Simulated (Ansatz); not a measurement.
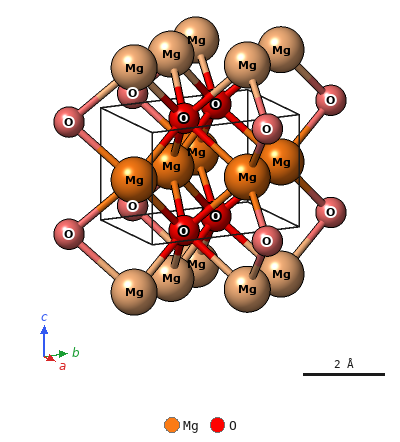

The starting structure (ball-and-stick view of the cell of the calculation, seen slightly off an axis; neighbours outside the cell are drawn fainter). Near neighbours in the crystal (not all of them lie inside the picture): Mg has 4 O at 2.18 Å; O has 6 Mg at 2.18 Å.

# Geometry relaxation, with input and output: Mg$_{3}$O$_{2}$

System: Mg$_{3}$O$_{2}$ (P-62m, 5 atoms in the cell).
Method: DFT PBE, scalar-relativistic, plane waves, PAW, no spin polarisation (Ansatz 0.2.0).

The structure was made by swapping elements on the sites of another compound; it need not be a known phase. It belongs to a series of runs on one base structure; here: anti-La2O3 type (P321, No. 150).

The input
```yaml
crystal:
  lattice:
    - [5.1371127315, 0.0, 0.0]
    - [-2.5685563657, 4.4488701276, 0.0]
    - [0.0, 0.0, 2.8218877128]
  atoms:
    - { symbol: Mg, position: [0.3532036606, 0.3532036606, 0.5] }
    - { symbol: Mg, position: [0.6467963394, 0.0, 0.5] }
    - { symbol: Mg, position: [0.0, 0.6467963394, 0.5] }
    - { symbol: O, position: [0.3333333333, 0.6666666667, 0.0] }
    - { symbol: O, position: [0.6666666667, 0.3333333333, 0.0] }
basis:
  ecutwfc: 420
kpoints:
  mp_grid: { grid: [6, 6, 6] }
hamiltonian:
  xc: pbe
scf:
  occupations: { method: gaussian, width: 0.1 }
  lower_state_search: "off"
output:
  forces: true
  stress: true
  eigenvalues: true
relax:
  adjacent_minimum: "off"
  f_tol: 0.04
  max_steps: 70
  cell: { stress_tol: 0.4 }
```

Machine: 1 thread of Intel Xeon @ 2.50GHz (Skylake/Cascade Lake), 192 GiB of memory available, shared host.

Launched with:
```bash
ansatz run input.yaml --threads 1 --pin off --max-ram 2560MiB --backend cpu --events-out ev --progress --plain --runs-dir out
```

Log
```
Engine: ansatz 0.2.0, x86_64-unknown-linux-gnu
Pseudopotentials: kind: paw
Pseudopotential: Mg, paw, valence charge 10, recommended cutoff 420 eV (normal), Mg.paw.azcp
Pseudopotential: O, paw, valence charge 6, recommended cutoff 420 eV (normal), O.paw.azcp
Functional definition: PBE
  parameter kappa = 0.804
  parameter beta = 0.06672455060314922
  exchange = pbe_x(kappa = kappa, mu = beta*pi^2/3)
  correlation = pbe_c(beta = beta)
Crystal: 5 atoms, lattice volume = 64.492 Å³
Basis set: ecut = 420 eV, 1275 PW (Γ), exchange–correlation on 72×72×40 points (8 copies of the dense FFT grid, shifted against one another)
Bands: 26, of which v1, the nominal top of the filled ones, is band 21 counted from 1 (20 counted from 0)
Symmetry: 12 space group operations
Space group: P-62m (ITA 189), of the structure as read, at distance tolerance 4.0e-5 Å
k-points: 28 of 216 (time reversal used)
Non-local potential: Mg, projectors of the file, l = 0: 3, l = 1: 2, l = 2: 1
Non-local potential: O, projectors of the file, l = 0: 2, l = 1: 2, l = 2: 1
PAW form: soft (Blöchl's): semilocal exchange-correlation on the pseudo side does not see the compensation charge
PAW one-centre angular grid: Mg, 110 points (default); XC on 64 Gauss nodes
PAW one-centre angular grid: O, 110 points (default); XC on 64 Gauss nodes
Initial density: superposition of atomic densities (neutral atoms: chi_scale 0, normalization atom), corrected by the library's trained network
Initial wavefunctions: pseudopotential atomic-orbital guess
Functional: x = pbe(κ = 0.804, μ = 0.2195149727645171), c = pbe(β = 0.06672455060314922)
SCF iter   1: F=—  HF=-6909.873508 eV  |F-HF|=—  |Δ(HF+E_count)|=         —  Δρ=7.22e-3  dr2=5.71e-2  ethr=1.77e-3  ⟨swp⟩=5.8  Hψ=3297  notcnv=0
preconditioner: auto → none  [insulator: Δε(μ)=0.152 eV  Ē_g=8.993 eV  σ=0.100 eV  W_gap=0.66  n_scr=14 (ndim 8)  ℏωp=17.3 eV  f_vac=0.000  D(μ)=0.84/eV (n_scr^D=6)  ε∞_Penn≈4.7]
SCF iter   2: F=—  HF=-6909.857458 eV  |F-HF|=—  |Δ(HF+E_count)|=   1.61e-2  Δρ=1.48e-3  dr2=2.40e-3  ethr=1.36e-4  ⟨swp⟩=1.9  Hψ=1008  notcnv=0  defer=16
SCF iter   3: F=—  HF=-6909.857028 eV  |F-HF|=—  |Δ(HF+E_count)|=   4.29e-4  Δρ=4.86e-4  dr2=9.29e-5  ethr=5.72e-6  ⟨swp⟩=2.1  Hψ=870  notcnv=0  defer=18
SCF iter   4: F=—  HF=-6909.857000 eV  |F-HF|=—  |Δ(HF+E_count)|=   2.86e-5  Δρ=8.24e-5  dr2=1.89e-6  ethr=2.21e-7  ⟨swp⟩=2.1  Hψ=934  notcnv=0  defer=18
iter 5 did not close the SCF: its close was put off for the readings that it lacked (scf_convergence_deferred on its scf_iter line)
SCF iter   5: F=-6909.857001 eV  HF=-6909.857001 eV  |F-HF|=4.27e-8  |Δ(HF+E_count)|=   1.76e-6  Δρ=1.22e-5  dr2=4.54e-8  ethr=4.49e-9  ⟨swp⟩=2.0  Hψ=1292  notcnv=0  defer=18
SCF iter   6: F=-6909.857001 eV  HF=-6909.857001 eV  |F-HF|=1.16e-9  |Δ(HF+E_count)|=   5.08e-8  Δρ=1.85e-6  dr2=8.62e-10  ethr=1.08e-10  ⟨swp⟩=5.7  Hψ=2721  notcnv=0
SCF 1 converged in 6 iterations: F = -6909.857001 eV  dr2 = 8.62e-10
  greatest PAW one-centre occupation: 1.000 electrons in one spin orbital (limit 2), on the Mg atom at site 2 (counted from 0), in its partial waves of l = 0
relax step   1: F+E_penalty+E_count = -6909.85700140 eV  Δ(F+E_penalty+E_count) = +0.000e0 eV  max|allowed force component| = 6.482e-2 eV/Å  Δτ_max = 0.0000 Å  P = -0.195 GPa  Ω = 64.492 Å³  (6 SCF iters, dr2 threshold 1.00e-7 eV, accepted)
Crystal: 5 atoms, lattice volume = 64.132 Å³
Initial density: handed on by an earlier stage of this run
Initial wavefunctions: those handed on with the density
iter 1 solved again at ethr=3.11e-6 eV; its pass at ethr=3.10e-3 eV (dr2=1.31e-3 eV) is discarded
SCF iter   1: F=—  HF=-6909.859539 eV  |F-HF|=—  |Δ(HF+E_count)|=         —  Δρ=1.80e-3  dr2=1.29e-3  ethr=3.11e-6  ⟨swp⟩=2.6  Hψ=3672  notcnv=0
preconditioner: auto → none  [insulator: Δε(μ)=0.161 eV  Ē_g=9.107 eV  σ=0.100 eV  W_gap=0.66  n_scr=14 (ndim 8)  ℏωp=17.3 eV  f_vac=0.000  D(μ)=0.77/eV (n_scr^D=6)  ε∞_Penn≈4.6]
SCF iter   2: F=—  HF=-6909.859236 eV  |F-HF|=—  |Δ(HF+E_count)|=   3.04e-4  Δρ=7.62e-4  dr2=1.50e-4  ethr=3.08e-6  ⟨swp⟩=2.8  Hψ=1124  notcnv=0
SCF iter   3: F=—  HF=-6909.859184 eV  |F-HF|=—  |Δ(HF+E_count)|=   5.12e-5  Δρ=1.33e-4  dr2=3.11e-6  ethr=3.57e-7  ⟨swp⟩=2.1  Hψ=1217  notcnv=0
iter 4 did not close the SCF: its close was put off for the readings that it lacked (scf_convergence_deferred on its scf_iter line)
SCF iter   4: F=-6909.859189 eV  HF=-6909.859189 eV  |F-HF|=4.02e-8  |Δ(HF+E_count)|=   4.59e-6  Δρ=1.88e-5  dr2=8.13e-8  ethr=7.41e-9  ⟨swp⟩=2.0  Hψ=1177  notcnv=0
iter 5 did not close the SCF: its close was put off for the readings that it lacked (scf_convergence_deferred on its scf_iter line)
SCF iter   5: F=-6909.859189 eV  HF=-6909.859189 eV  |F-HF|=4.26e-9  |Δ(HF+E_count)|=   6.94e-8  Δρ=4.81e-6  dr2=9.27e-9  ethr=1.94e-10  ⟨swp⟩=2.0  Hψ=998  notcnv=0
SCF iter   6: F=-6909.859189 eV  HF=-6909.859189 eV  |F-HF|=9.09e-13  |Δ(HF+E_count)|=  1.00e-11  Δρ=1.74e-7  dr2=1.04e-11  ethr=2.21e-11  ⟨swp⟩=2.0  Hψ=2065  notcnv=0
SCF 2 converged in 6 iterations: F = -6909.859189 eV  dr2 = 1.04e-11
relax step   2: F+E_penalty+E_count = -6909.85918907 eV  Δ(F+E_penalty+E_count) = -2.188e-3 eV  max|allowed force component| = 1.754e-2 eV/Å  Δτ_max = 0.0131 Å  P = +0.096 GPa  Ω = 64.132 Å³  energy of the carried Pulay correction = +8.080e-4 eV  (6 SCF iters, dr2 threshold 5.00e-7 eV, accepted)
Crystal: 5 atoms, lattice volume = 64.197 Å³
iter 1 solved again at ethr=1.19e-7 eV; its pass at ethr=3.10e-3 eV (dr2=5.01e-5 eV) is discarded
SCF iter   1: F=—  HF=-6909.859362 eV  |F-HF|=—  |Δ(HF+E_count)|=         —  Δρ=3.76e-4  dr2=5.01e-5  ethr=1.19e-7  ⟨swp⟩=2.7  Hψ=3523  notcnv=0
preconditioner: auto → none  [insulator: Δε(μ)=0.169 eV  Ē_g=9.119 eV  σ=0.100 eV  W_gap=0.68  n_scr=14 (ndim 8)  ℏωp=17.3 eV  f_vac=0.000  D(μ)=0.76/eV (n_scr^D=6)  ε∞_Penn≈4.6]
SCF iter   2: F=—  HF=-6909.859282 eV  |F-HF|=—  |Δ(HF+E_count)|=   8.04e-5  Δρ=1.63e-4  dr2=6.36e-6  ethr=1.19e-7  ⟨swp⟩=2.9  Hψ=1146  notcnv=0
iter 3 did not close the SCF: its close was put off for the readings that it lacked (scf_convergence_deferred on its scf_iter line)
SCF iter   3: F=-6909.859283 eV  HF=-6909.859283 eV  |F-HF|=1.67e-7  |Δ(HF+E_count)|=   9.48e-7  Δρ=2.66e-5  dr2=1.25e-7  ethr=1.51e-8  ⟨swp⟩=2.0  Hψ=1167  notcnv=0
iter 4 did not close the SCF: its close was put off for the readings that it lacked (scf_convergence_deferred on its scf_iter line)
SCF iter   4: F=-6909.859283 eV  HF=-6909.859283 eV  |F-HF|=1.55e-9  |Δ(HF+E_count)|=   1.77e-7  Δρ=3.27e-6  dr2=2.58e-9  ethr=2.98e-10  ⟨swp⟩=2.1  Hψ=1171  notcnv=0
iter 5 did not close the SCF: its close was put off for the readings that it lacked (scf_convergence_deferred on its scf_iter line)
SCF iter   5: F=-6909.859283 eV  HF=-6909.859283 eV  |F-HF|=2.96e-10  |Δ(HF+E_count)|=   2.28e-9  Δρ=9.86e-7  dr2=4.08e-10  ethr=6.14e-12  ⟨swp⟩=2.2  Hψ=1063  notcnv=0
SCF iter   6: F=-6909.859283 eV  HF=-6909.859283 eV  |F-HF|=1.82e-12  |Δ(HF+E_count)|=  7.64e-11  Δρ=4.27e-8  dr2=5.76e-13  ethr=1.00e-12  ⟨swp⟩=1.0  Hψ=1818  notcnv=0
SCF 3 converged in 6 iterations: F = -6909.859283 eV  dr2 = 5.76e-13
  greatest PAW one-centre occupation: 1.000 electrons in one spin orbital (limit 2), on the Mg atom at site 1 (counted from 0), in its partial waves of l = 0
relax step   3: F+E_penalty+E_count = -6909.85928281 eV  Δ(F+E_penalty+E_count) = -9.374e-5 eV  max|allowed force component| = 6.338e-4 eV/Å  Δτ_max = 0.0026 Å  P = +0.036 GPa  Ω = 64.197 Å³  energy of the carried Pulay correction = +6.628e-4 eV  (6 SCF iters, dr2 threshold 5.00e-7 eV, accepted)
Initial wavefunctions: pseudopotential atomic-orbital guess (no wavefunctions were taken with the density)
iter 1 solved again at ethr=2.67e-8 eV; its pass at ethr=3.10e-3 eV (dr2=1.12e-5 eV) is discarded
SCF iter   1: F=—  HF=-6909.858610 eV  |F-HF|=—  |Δ(HF+E_count)|=         —  Δρ=3.74e-5  dr2=1.27e-7  ethr=2.67e-8  ⟨swp⟩=3.4  Hψ=5315  notcnv=0
preconditioner: auto → none  [insulator: Δε(μ)=0.168 eV  Ē_g=9.117 eV  σ=0.100 eV  W_gap=0.68  n_scr=14 (ndim 8)  ℏωp=17.3 eV  f_vac=0.000  D(μ)=0.76/eV (n_scr^D=6)  ε∞_Penn≈4.6]
SCF iter   2: F=—  HF=-6909.858542 eV  |F-HF|=—  |Δ(HF+E_count)|=   6.86e-5  Δρ=1.67e-5  dr2=2.10e-8  ethr=3.02e-10  ⟨swp⟩=2.0  Hψ=1182  notcnv=0
iter 3 did not close the SCF: its close was put off for the readings that it lacked (scf_convergence_deferred on its scf_iter line)
SCF iter   3: F=-6909.858542 eV  HF=-6909.858542 eV  |F-HF|=2.88e-9  |Δ(HF+E_count)|=   7.76e-8  Δρ=2.91e-6  dr2=5.89e-10  ethr=5.00e-11  ⟨swp⟩=2.0  Hψ=966  notcnv=0
iter 4 did not close the SCF: its close was put off for the readings that it lacked (scf_convergence_deferred on its scf_iter line)
SCF iter   4: F=-6909.858542 eV  HF=-6909.858542 eV  |F-HF|=2.18e-11  |Δ(HF+E_count)|=   3.03e-9  Δρ=2.10e-7  dr2=6.43e-12  ethr=1.40e-12  ⟨swp⟩=2.0  Hψ=981  notcnv=0
iter 5 did not close the SCF: its close was put off for the readings that it lacked (scf_convergence_deferred on its scf_iter line)
SCF iter   5: F=-6909.858542 eV  HF=-6909.858542 eV  |F-HF|=1.82e-12  |Δ(HF+E_count)|=  2.46e-11  Δρ=1.03e-8  dr2=5.92e-14  ethr=1.00e-12  ⟨swp⟩=1.0  Hψ=728  notcnv=0
iter 6 did not close the SCF: its close was put off for the readings that it lacked (scf_convergence_deferred on its scf_iter line)
SCF iter   6: F=-6909.858542 eV  HF=-6909.858542 eV  |F-HF|=9.09e-13  |Δ(HF+E_count)|=  1.82e-12  Δρ=1.19e-9  dr2=5.28e-16  ethr=1.00e-12  ⟨swp⟩=1.0  Hψ=728  notcnv=0
SCF iter   7: F=-6909.858542 eV  HF=-6909.858542 eV  |F-HF|=1.82e-12  |Δ(HF+E_count)|=  1.82e-12  Δρ=3.40e-10  dr2=5.36e-17  ethr=1.00e-12  ⟨swp⟩=1.0  Hψ=1569  notcnv=0
SCF 4 converged in 7 iterations: F = -6909.858542 eV  dr2 = 5.36e-17
relax step   4: F+E_penalty+E_count = -6909.85854164 eV  Δ(F+E_penalty+E_count) = +7.412e-4 eV  max|allowed force component| = 5.682e-4 eV/Å  Δτ_max = 0.0000 Å  P = +0.018 GPa  Ω = 64.197 Å³  stress off target by 4.55e-2 GPa  SCF on the basis re-selected at this cell (its energy is not comparable with the rows above)  (7 SCF iters)
```

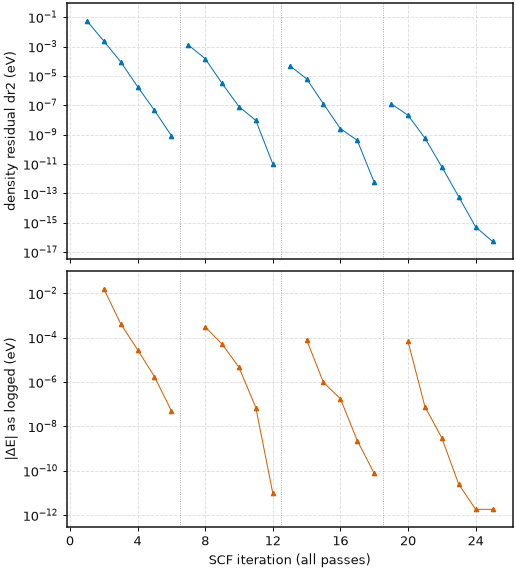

Convergence of the self-consistent field: density residual dr2 and size of the energy change against the SCF iteration. The dotted lines part the SCF passes of the relaxation: geometry steps, rejected trials and re-solves on a re-selected basis. The passes take 6, 6, 6 and 7 iterations.

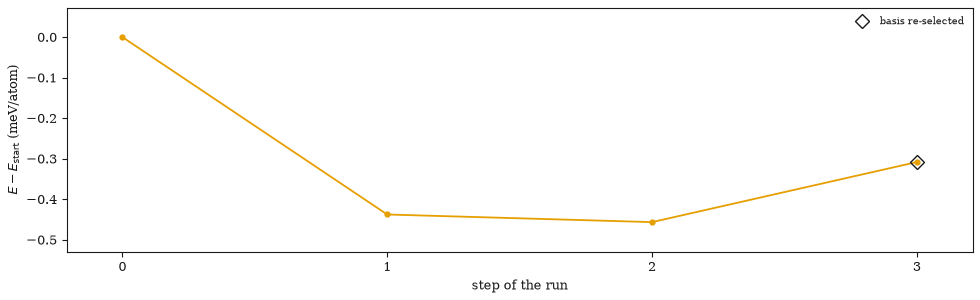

Progress of the relaxation, step by step (the first geometry is step 0 here and step 1 in the log). The largest moves relative to the cell, 0.011 Å, are those of Mg1, Mg2 and Mg3. O stays in place. The volume changes by −0.5 %, with a = b 5.137 → 5.134 Å (−0.1 %), c 2.822 → 2.813 Å (−0.3 %). The space group stays P-62m (No. 189). After 2 geometry steps the energy has fallen by 0.5 meV per atom. The largest force component goes from 0.065 to 0.00057 eV/Å. Pressure: −0.19 GPa at the start and 0.02 GPa at the end. A last SCF at the same geometry on a re-selected plane-wave basis shifts the energy by +0.1 meV per atom. (Atoms are counted from 1 in the order of the input.)

```
basis re-selected at this cell: Δ(F+E_penalty+E_count) = +7.412e-4 eV, ΔP = -0.018 GPa vs the last step (what re-selecting the basis moved, of the pressure what is left beyond the Pulay correction that the steps carried, after the strain that the cell walked since its last selection, with what the two solves' SCF thresholds leave and, on support functions, any second-order correction that the steps lacked; it is no measure of the basis error at this ecutwfc). This SCF's stress stands 4.55e-2 GPa from its target on what of the cell is left free (relax.cell.stress_tol is 4.00e-1 GPa) and its largest allowed force component is 5.68e-4 eV/Å (relax.f_tol is 4.00e-2 eV/Å): within both
SCF converged after 7 iterations
Free energy (F): -6909.858542 eV
Harris-Foulkes:  -6909.858542 eV  (|F-HF|=1.82e-12)
Internal energy: -6909.854723 eV  (E = F + TS)
E sigma→0 (E₀):  -6909.856632 eV
Entropy (-TS):   -0.003819 eV (-0.764 meV/atom)
Fermi energy:    9.294732 eV
--- Per-component energies (eV) ---
  E_band       = -1007.542189
  E_kinetic    = 581.882089
  E_local      = -5281.415310  (includes V_loc(G=0)·N_el)
  E_nonlocal   = 381.635139
  E_hartree    = 1884.374542
  E_xc         = -237.453862
  E_vxc        = -304.436095  (∫ρ·V_xc dr)
  E_paw        = -1192.534711  (= ΣΔE_a)
  E_vpaw       = -153.961936  (= ΣTr[D̂ρ^β])
  E_aug_tail   = 0.004840  (compensation charges beyond the density's cutoff)
  E_ewald      = -3046.347450
  E_smearing   = -0.003819  (= −TS)
  E_closure    = -0.000000  (closes the sum)
  Σ components = -6909.858542   (vs F -6909.858542, Δ=0.00e0)
--- Forces (eV/Å), atoms counted from 1 ---
  atom   1  Mg    -0.00028410    -0.00049207    -0.00000000
  atom   2  Mg     0.00056819    -0.00000000    -0.00000000
  atom   3  Mg    -0.00028410     0.00049207     0.00000000
  atom   4  O     -0.00000000    -0.00000000    -0.00000000
  atom   5  O     -0.00000000     0.00000000     0.00000000
  max |Σ_I F_I| component: 7.63e-17 eV/Å
--- Stress (GPa, compression-positive) ---
        0.045505      -0.000000       0.000000
       -0.000000       0.045505      -0.000000
        0.000000      -0.000000      -0.038312
  P = ⅓ Tr σ = 0.0176 GPa (0.176 kbar)
--- Band table (eV; the first three rows and the last of 28) ---
  k-point 0: bands = ["-67.4735", "-67.4663", "-67.4663", "-34.2590", "-34.2423", "-34.2423", "-34.2326", "-34.1985", "-34.1985", "-34.1932", "-34.1844", "-34.1844", "-11.1942", "-10.4231", "2.2966", "2.2966", "3.8103", "3.8103", "4.8268", "4.9879", "5.2634", "11.0769", "11.0769", "12.7348", "15.5494", "15.5494"]
  k-point 1: bands = ["-67.4720", "-67.4648", "-67.4648", "-34.2559", "-34.2402", "-34.2402", "-34.2308", "-34.2112", "-34.2009", "-34.2009", "-34.1969", "-34.1969", "-11.0183", "-10.3068", "2.5194", "2.5194", "3.4209", "3.9946", "3.9946", "4.3949", "5.8396", "11.3145", "11.3145", "13.7763", "15.3044", "15.3044"]
  k-point 2: bands = ["-67.4691", "-67.4620", "-67.4620", "-34.2499", "-34.2476", "-34.2362", "-34.2362", "-34.2336", "-34.2336", "-34.2267", "-34.1938", "-34.1938", "-10.6340", "-10.0578", "1.6748", "2.9595", "3.0161", "3.0161", "4.3926", "4.3926", "7.3439", "11.8069", "11.8069", "12.8084", "14.7696", "14.7696"]
  k-point 27: bands = ["-67.4637", "-67.4637", "-67.4616", "-34.2569", "-34.2569", "-34.2518", "-34.2423", "-34.2423", "-34.2305", "-34.2034", "-34.2034", "-34.2027", "-10.1799", "-10.1799", "1.6464", "1.6464", "2.8530", "3.9150", "3.9150", "5.0421", "8.6122", "10.9436", "12.1907", "12.1907", "14.6057", "14.6057"]
--- Relaxed structure (3 steps of the walk, 3 accepted, 1 SCFs on fresh bases) ---
  F+E_penalty+E_count = -6909.85854164 eV   max|allowed force component| = 5.682e-4 eV/Å   (the final SCF, on the basis selected at the relaxed cell)
  cell:  # Å, volume = 64.1969 Å³
    - [5.133772849394622, -2.8848771680201653e-11, 0.0]
    - [-2.5668864246723273, 4.44597770484899, 0.0]
    - [0.0, 0.0, 2.8126127978258766]
  atoms:
    - { symbol: Mg, position: [0.3511514498002435, 0.35115144980024343, 0.4999999999999999] }
    - { symbol: Mg, position: [0.6488485501997565, 1.033026454769345e-19, 0.4999999999999999] }
    - { symbol: Mg, position: [5.551115123125783e-17, 0.6488485501997565, 0.4999999999999999] }
    - { symbol: O, position: [0.3333333333333333, 0.6666666666666666, 0.0] }
    - { symbol: O, position: [0.6666666666666667, 0.33333333333333326, 0.0] }
```

Trajectory as extended XYZ (Å, eV, eV/Å), 4 frames, from step=1 to step=4
```
5
Lattice="5.1371 0.0000 0.0000 -2.5686 4.4489 0.0000 0.0000 0.0000 2.8219" Properties=species:S:1:pos:R:3:forces:R:3 step=1 energy=-6909.85700 pressure_GPa=-0.19
Mg    0.9072    1.5714    1.4109   -0.0324  -0.0561   0.0000
Mg    3.3227    0.0000    1.4109    0.0648   0.0000   0.0000
Mg   -1.6613    2.8775    1.4109   -0.0324   0.0561   0.0000
O     0.0000    2.9659    0.0000    0.0000   0.0000   0.0000
O     2.5686    1.4830    0.0000    0.0000   0.0000   0.0000
5
Lattice="5.1354 0.0000 0.0000 -2.5677 4.4474 0.0000 0.0000 0.0000 2.8080" Properties=species:S:1:pos:R:3:forces:R:3 step=2 energy=-6909.85919 pressure_GPa=0.10
Mg    0.9004    1.5595    1.4040    0.0088   0.0152   0.0000
Mg    3.3347    0.0000    1.4040   -0.0175   0.0000   0.0000
Mg   -1.6673    2.8879    1.4040    0.0088  -0.0152   0.0000
O     0.0000    2.9649    0.0000    0.0000   0.0000   0.0000
O     2.5677    1.4825    0.0000    0.0000   0.0000   0.0000
5
Lattice="5.1338 0.0000 0.0000 -2.5669 4.4460 0.0000 0.0000 0.0000 2.8126" Properties=species:S:1:pos:R:3:forces:R:3 step=3 energy=-6909.85928 pressure_GPa=0.04
Mg    0.9014    1.5612    1.4063   -0.0003  -0.0005   0.0000
Mg    3.3310    0.0000    1.4063    0.0006   0.0000   0.0000
Mg   -1.6655    2.8848    1.4063   -0.0003   0.0005   0.0000
O     0.0000    2.9640    0.0000    0.0000   0.0000   0.0000
O     2.5669    1.4820    0.0000    0.0000   0.0000   0.0000
5
Lattice="5.1338 0.0000 0.0000 -2.5669 4.4460 0.0000 0.0000 0.0000 2.8126" Properties=species:S:1:pos:R:3:forces:R:3 step=4 energy=-6909.85854 pressure_GPa=0.02
Mg    0.9014    1.5612    1.4063   -0.0003  -0.0005   0.0000
Mg    3.3310    0.0000    1.4063    0.0006   0.0000   0.0000
Mg   -1.6655    2.8848    1.4063   -0.0003   0.0005   0.0000
O     0.0000    2.9640    0.0000    0.0000   0.0000   0.0000
O     2.5669    1.4820    0.0000    0.0000   0.0000   0.0000
```

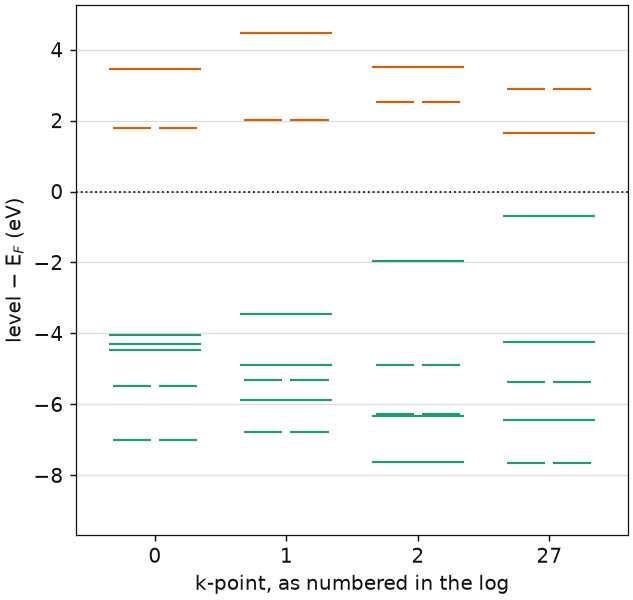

Kohn–Sham levels near the Fermi level (dotted) at the few k-points that the log prints; levels within 0.02 eV of each other stand side by side. The system is metallic on the full mesh.

Summary

- outcome: converged
- space group (tolerance 0.01 Å): P-62m (189)
- electrons treated: 42
- free energy: −6909.8585 eV
- Fermi energy: 9.295 eV
- gap on the k-point mesh: none (metallic)
- pressure: 0.02 GPa
- final volume: 64.20 Å³
- largest force (length of the vector) at the end: 0.001 eV/Å
- final cell: a = 5.134 Å, b = 5.134 Å, c = 2.813 Å, α = 90.00°, β = 90.00°, γ = 120.00°
- wall time: 23 s
- peak memory: 0.39 GiB
